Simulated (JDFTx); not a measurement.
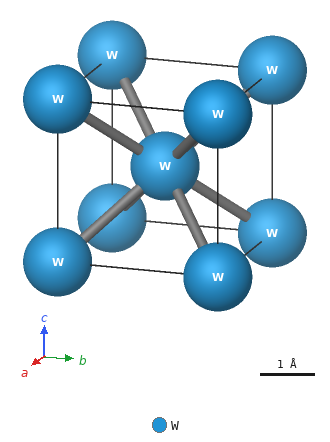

The structure as given in the input (ball-and-stick view of the cell 2 times as large as that of the calculation, set on its symmetry axes, seen slightly off an axis). An atom can appear more than once, as a periodic image. Near neighbours in the periodic cell (some may lie outside the picture): W has 8 W at 2.72 Å.

## Single-point calculation at one volume of an equation of state of W

System: W (Im-3m, 1 atom in the cell).
Method: Kohn-Sham DFT of a periodic cell, PBEsol, PseudoDojo-SR-PBEsol-0.4.1-standard, no spin polarisation (JDFTx 1.7.0 (patched build)).

The structure derives from an entry of the Crystallography Open Database. It belongs to a series of runs on one base structure; here: volume scaled by 0.98.

Output:
```
*************** JDFTx 1.7.0 (patched build) ***************

Input parsed successfully to the following command list (including defaults):
[... the input with its defaults ...]

---------- Setting up symmetries ----------

Found 48 point-group symmetries of the bravais lattice
Found 48 space-group symmetries with basis
Applied RMS atom displacement 0 bohrs to make symmetries exact.

---------- Initializing the Grid ----------
R =
[     -2.97013      2.97013      2.97013  ]
[      2.97013     -2.97013      2.97013  ]
[      2.97013      2.97013     -2.97013  ]
unit cell volume = 104.806
G =
[ 4.77683e-17    1.05773    1.05773  ]
[    1.05773 4.77683e-17    1.05773  ]
[    1.05773    1.05773 4.77683e-17  ]
Minimum fftbox size, Smin = [  32  32  32  ]
Chosen fftbox size, S = [  32  32  32  ]

---------- Exchange Correlation functional ----------
Initalized PBEsol GGA exchange.
Initalized PBEsol GGA correlation.

---------- Setting up pseudopotentials ----------
Width of ionic core gaussian charges (only for fluid interactions / plotting) set to 0

Reading pseudopotential file 'pseudo/W.upf':
  'W' pseudopotential, 'PBESOL' functional
  Generated using ONCVPSP code by D. R. Hamann
  14 valence electrons, 4 orbitals, 8 projectors, 1001 radial grid points, with lMax = 3
    5S    l: 0   occupation:  2.0   eigenvalue: -2.907164
    5P    l: 1   occupation:  6.0   eigenvalue: -1.588366
    5D    l: 2   occupation:  4.0   eigenvalue: -0.165815
    6S    l: 0   occupation:  2.0   eigenvalue: -0.211168
  Core radius for overlap checks: 2.00 bohrs.

Initialized 1 species with 1 total atoms.

Folded 1 k-points by 12x12x12 to 1728 k-points.

---------- Setting up k-points, bands, fillings ----------
Reduced to 72 k-points under symmetry.
Computing the number of bands and number of electrons
Calculating initial fillings.
nElectrons:  14.000000   nBands: 13   nStates: 72

----- Setting up reduced wavefunction bases (one per k-point) -----
average nbasis = 1126.832 , ideal nbasis = 1126.634

---------- Setting up ewald sum ----------
Optimum gaussian width for ewald sums = 1.854485 bohr.
Real space sum over 2197 unit cells with max indices [  6  6  6  ]
Reciprocal space sum over 2197 terms with max indices [  6  6  6  ]

---------- Allocating electronic variables ----------
Initializing wave functions:  linear combination of atomic orbitals
Note: number of bands (13) exceeds available atomic orbitals (10)
W pseudo-atom occupations:   s ( 2 2 )  p ( 6 )  d ( 4 )
	FillingsUpdate:  mu: +0.852152371  nElectrons: 14.000000
LCAOMinimize: Iter:   0  F: -69.0675669467520663  |grad|_K:  4.861e-04  alpha:  1.000e+00
	FillingsUpdate:  mu: +0.856449044  nElectrons: 14.000000
LCAOMinimize: Iter:   1  F: -69.0686291439265005  |grad|_K:  8.693e-06  alpha:  7.359e-01  linmin:  6.549e-03  cgtest: -5.232e-02
	FillingsUpdate:  mu: +0.856444002  nElectrons: 14.000000
LCAOMinimize: Iter:   2  F: -69.0686295894369380  |grad|_K:  4.951e-07  alpha:  9.723e-01  linmin:  9.892e-03  cgtest:  5.719e-02
LCAOMinimize: Encountered beta<0, resetting CG.
	FillingsUpdate:  mu: +0.856439633  nElectrons: 14.000000
LCAOMinimize: Iter:   3  F: -69.0686295905359486  |grad|_K:  1.796e-08  alpha:  7.370e-01  linmin:  7.655e-04  cgtest: -3.376e-03
LCAOMinimize: Converged (|Delta F|<1.000000e-06 for 2 iters).

-------- Electronic minimization -----------
Will mix electronic density at each iteration.
	FillingsUpdate:  mu: +0.856439633  nElectrons: 14.000000
	FillingsUpdate:  mu: +0.842497530  nElectrons: 14.000000
SCF: Cycle:  0   F: -69.089094441068539   dF: -2.046e-02   |Residual|: 2.441e-02   |deigs|: 1.743e-01
	FillingsUpdate:  mu: +0.840116245  nElectrons: 14.000000
SCF: Cycle:  1   F: -69.089666003141502   dF: -5.716e-04   |Residual|: 1.028e-02   |deigs|: 7.552e-03
	FillingsUpdate:  mu: +0.838877976  nElectrons: 14.000000
SCF: Cycle:  2   F: -69.089732437640052   dF: -6.643e-05   |Residual|: 1.968e-03   |deigs|: 2.733e-03
	FillingsUpdate:  mu: +0.839052881  nElectrons: 14.000000
SCF: Cycle:  3   F: -69.089734288041484   dF: -1.850e-06   |Residual|: 5.076e-04   |deigs|: 5.002e-04
	FillingsUpdate:  mu: +0.838992583  nElectrons: 14.000000
SCF: Cycle:  4   F: -69.089734834613935   dF: -5.466e-07   |Residual|: 1.020e-04   |deigs|: 2.156e-04
	FillingsUpdate:  mu: +0.838981975  nElectrons: 14.000000
SCF: Cycle:  5   F: -69.089734945204285   dF: -1.106e-07   |Residual|: 5.984e-05   |deigs|: 1.613e-04
	FillingsUpdate:  mu: +0.838985300  nElectrons: 14.000000
SCF: Cycle:  6   F: -69.089734985717570   dF: -4.051e-08   |Residual|: 1.675e-05   |deigs|: 5.385e-04
	FillingsUpdate:  mu: +0.838983198  nElectrons: 14.000000
SCF: Cycle:  7   F: -69.089734992793623   dF: -7.076e-09   |Residual|: 3.208e-05   |deigs|: 3.727e-04
	FillingsUpdate:  mu: +0.838984341  nElectrons: 14.000000
SCF: Cycle:  8   F: -69.089734995661317   dF: -2.868e-09   |Residual|: 6.134e-06   |deigs|: 6.817e-04
	FillingsUpdate:  mu: +0.838984401  nElectrons: 14.000000
SCF: Cycle:  9   F: -69.089734996166072   dF: -5.048e-10   |Residual|: 6.442e-06   |deigs|: 4.251e-04
	FillingsUpdate:  mu: +0.838984446  nElectrons: 14.000000
SCF: Cycle: 10   F: -69.089734996370225   dF: -2.042e-10   |Residual|: 6.134e-06   |deigs|: 3.750e-04
SCF: Converged (|Delta E|<1.000000e-09 for 2 iters).

Setting wave functions to eigenvectors of Hamiltonian

# Stress tensor in Cartesian coordinates [Eh/a0^3]:
[  -0.00012308            0            0  ]
[            0  -0.00012308            0  ]
[            0            0  -0.00012308  ]

# Ionic positions in lattice coordinates:
ion W   0.000000000000000   0.000000000000000   0.000000000000000 1

# Forces in Cartesian coordinates:
force W   0.000000000000000   0.000000000000000   0.000000000000000 1

# Energy components:
   Eewald =      -60.0386047398987230
       EH =        7.8698266792579279
     Eloc =      -40.1782920165281965
      Enl =       12.6576741927993410
      Exc =      -16.4880379855725323
 Exc_core =        6.7416909452340077
       KE =       20.3461983841363221
-------------------------------------
     Etot =      -69.0895445405718363
       TS =        0.0001904557983849
-------------------------------------
        F =      -69.0897349963702254

IonicMinimize: Iter:   0  F: -69.089734996370225  |grad|_K:  0.000e+00
IonicMinimize: Converged (|grad|_K<1.000000e-04).

#--- Lowdin population analysis ---
# oxidation-state W +0.137

Dumping 'run.eigStats' ...
	eMin: -1.882919 at state 0 ( [ +0.000000 +0.000000 +0.000000 ] spin 0 )
	HOMO: +0.838699 at state 11 ( [ +0.000000 +0.083333 +0.416667 ] spin 0 )
	mu  : +0.838984
	LUMO: +0.840141 at state 46 ( [ +0.166667 +0.166667 -0.166667 ] spin 0 )
	eMax: +1.626777 at state 64 ( [ +0.250000 -0.416667 -0.416667 ] spin 0 )
	HOMO-LUMO gap: +0.001442
	Optical gap  : +0.021212 at state 59 ( [ +0.250000 +0.333333 -0.333333 ] spin 0 )
Done!
```

The run was set up as follows.

Input file:
```
lattice \
   -2.9701296324     2.9701296324     2.9701296324 \
    2.9701296324    -2.9701296324     2.9701296324 \
    2.9701296324     2.9701296324    -2.9701296324
coords-type Lattice
ion W      0.0000000000     0.0000000000     0.0000000000 1

ion-species pseudo/W.upf
elec-cutoff 37
elec-ex-corr gga-PBEsol
kpoint-folding 12 12 12
elec-smearing Fermi 0.0018374661
elec-n-bands 13
electronic-SCF nIterations 100 energyDiffThreshold 1e-09
electronic-minimize nIterations 30 energyDiffThreshold 1e-7
forces-output-coords Cartesian

dump-name run.$VAR
dump End Ecomponents EigStats BandEigs Kpoints Forces Stress
```

Launch command:
```bash
jdftx -c 1 -i W.in -o W.out
```

Results in brief:

- outcome: converged
- space group (tolerance 0.01 Å): Im-3m (229)
- electrons treated: 14
- free energy: −1880.0275 eV
- Fermi energy: 22.830 eV
- gap on the k-point mesh: none (metallic)
- pressure: 3.62 GPa
- largest force (length of the vector): under 0.001 eV/Å
- hardware: 1 thread of Arm Neoverse V2, 24 GiB of memory available, shared host
- wall time: 26 s
- peak memory: 0.09 GiB

Notes:

Spin–orbit coupling is left out, which matters for W.
